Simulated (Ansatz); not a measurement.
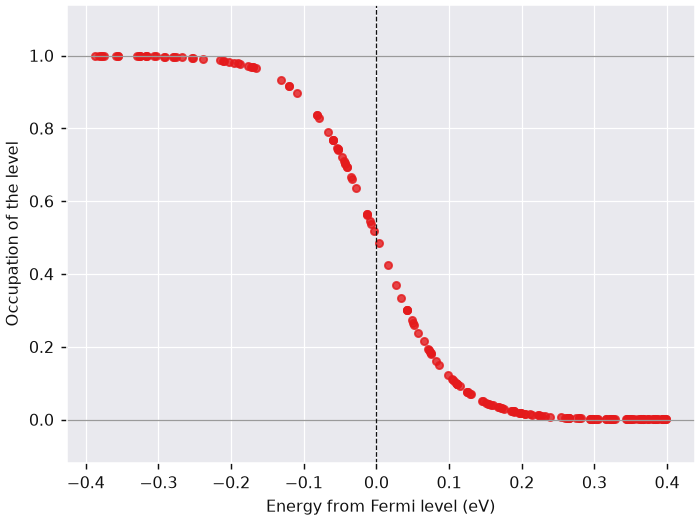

Occupations of the one-electron levels of the k mesh against their energy, from a run on WSe2, space group P1, 12 atoms in the cell, fluorite type, with Ansatz.

> Name the smearing function and its width.

Fermi-Dirac smearing with a width of 0.05 eV. The occupations stay between 0 and 1 and have long exponential tails; the slope at the Fermi level is 1/(4 × width).
